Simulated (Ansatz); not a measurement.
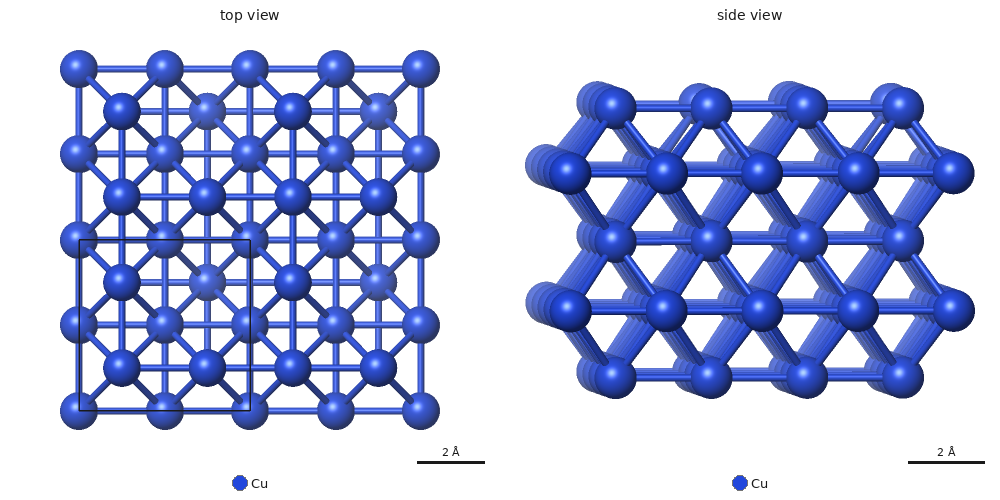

Cu(100) (Fm-3m bulk, 5 atomic planes (those closer than 0.6 Å count as one), 7 Å) with one Cu vacancy in a 2 × 2 cell, seen from above and from the side.

Theory: DFT PBE, scalar-relativistic, plane waves, PAW (Ansatz). Cutoff 420 eV, 10 × 10 k-points, Gaussian smearing 0.1 eV, dipole correction. The slab is a cut without reconstruction beyond its cell, at the source's lattice constants, with its lower half held fixed and the rest relaxed. The defects repeat every 5.1 Å and interact, so states at the Fermi level and the work function belong to this dense array. No spin polarisation. The run couldn't confirm all of its levels under its output density. The run warns that the functional's potential is rough in the thin density of the vacuum, where the tip is; weak contrasts and barriers may feel it.

Images follow the Tersoff–Hamann model: the current is the local density of the sample's states between the Fermi level and the bias, at the tip's centre. Bias windows are sharp sums over the levels of the k mesh.

Input file:

```yaml
crystal:
  lattice:
    - [5.11238202, 0.0, 0.0]
    - [0.0, 5.11238202, 0.0]
    - [0.0, 0.0, 27.2300001326]
  atoms:
    - { symbol: Cu, position: [0.25, 0.25, 0.3672420107] }
    - { symbol: Cu, position: [0.25, 0.75, 0.3672420107] }
    - { symbol: Cu, position: [0.75, 0.25, 0.3672420107] }
    - { symbol: Cu, position: [0.75, 0.75, 0.3672420107] }
    - { symbol: Cu, position: [0.0, 0.0, 0.43362101] }
    - { symbol: Cu, position: [0.0, 0.5, 0.43362101] }
    - { symbol: Cu, position: [0.5, 0.0, 0.43362101] }
    - { symbol: Cu, position: [0.5, 0.5, 0.43362101] }
    - { symbol: Cu, position: [0.25, 0.25, 0.500385638] }
    - { symbol: Cu, position: [0.25, 0.75, 0.5010058247] }
    - { symbol: Cu, position: [0.75, 0.25, 0.5010058247] }
    - { symbol: Cu, position: [0.75, 0.75, 0.5008266984] }
    - { symbol: Cu, position: [-0.0023955252, -0.0023955252, 0.5682213438] }
    - { symbol: Cu, position: [-0.0023955252, 0.5023955252, 0.5682213438] }
    - { symbol: Cu, position: [0.5023955252, -0.0023955252, 0.5682213438] }
    - { symbol: Cu, position: [0.5023955252, 0.5023955252, 0.5682213438] }
    - { symbol: Cu, position: [0.25, 0.25, 0.6309850427] }
    - { symbol: Cu, position: [0.25, 0.75, 0.6307489944] }
    - { symbol: Cu, position: [0.75, 0.25, 0.6307489944] }
basis:
  ecutwfc: 420.0
  fft_grid_basis: typed
kpoints:
  mp_grid: { grid: [10, 10, 1] }
hamiltonian:
  xc: pbe
  pseudopotentials: { kind: paw }
scf:
  occupations: { method: gaussian, width: 0.1 }
output:
  forces: true
  eigenvalues: true
  band_densities:
    - { e_range: [-2.0, -1.0] }
    - { e_range: [-1.0, -0.5] }
    - { e_range: [-0.5, -0.25] }
    - { e_range: [-0.25, 0.0] }
    - { e_range: [0.0, 0.25] }
    - { e_range: [0.25, 0.5] }
    - { e_range: [0.5, 1.0] }
    - { e_range: [1.0, 1.5] }
  band_residual_tolerance: 1.0e-05
  write_potential: true
  elf: true
  write_density: true
  volumetric_format: npy
efield:
  axis: 3
  dipole_correction: true
  ramp_width: 0.04
checkpoint:
  read: start.run
  write: ck
  compress: false
  write_wavefunctions: false
  write_every: 100000
```

Command:

```sh
ansatz run input.yaml --threads 4 --pin off --max-ram 8847MiB --backend cpu --events-out ev --progress --plain --runs-dir out
```

Cost without the relaxation before it: 3.5 min on 4 threads of Arm Neoverse V1 (shared host), peak memory 4.4 GiB.

> What does a constant-current image at a set point of 5.7 × 10⁻⁶ e/Å³ show at −1.00 V?

The brightest spots lie over the top Cu atoms away from the vacancy; the darkest points are over the vacancy. The corrugation is 31 pm at a mean tip height of 4.5 Å.

> What does a constant-current image at a set point of 1.2 × 10⁻⁴ e/Å³ show at +1.50 V?

The brightest spots lie over the top Cu atoms away from the vacancy; the darkest points are over the vacancy. The corrugation is 38 pm at a mean tip height of 4.0 Å.

The computed images, with the atoms seen from above drawn over one corner (deeper ones smaller):

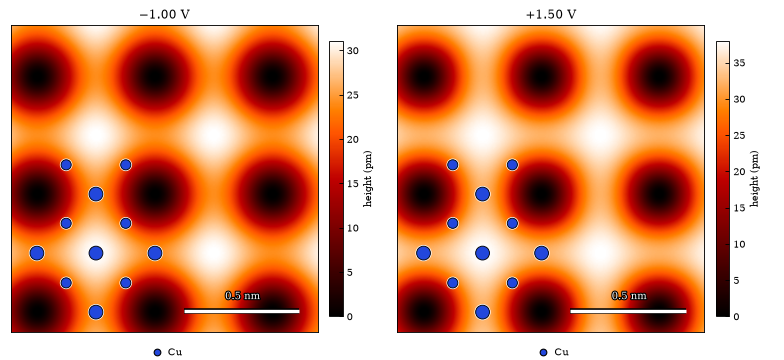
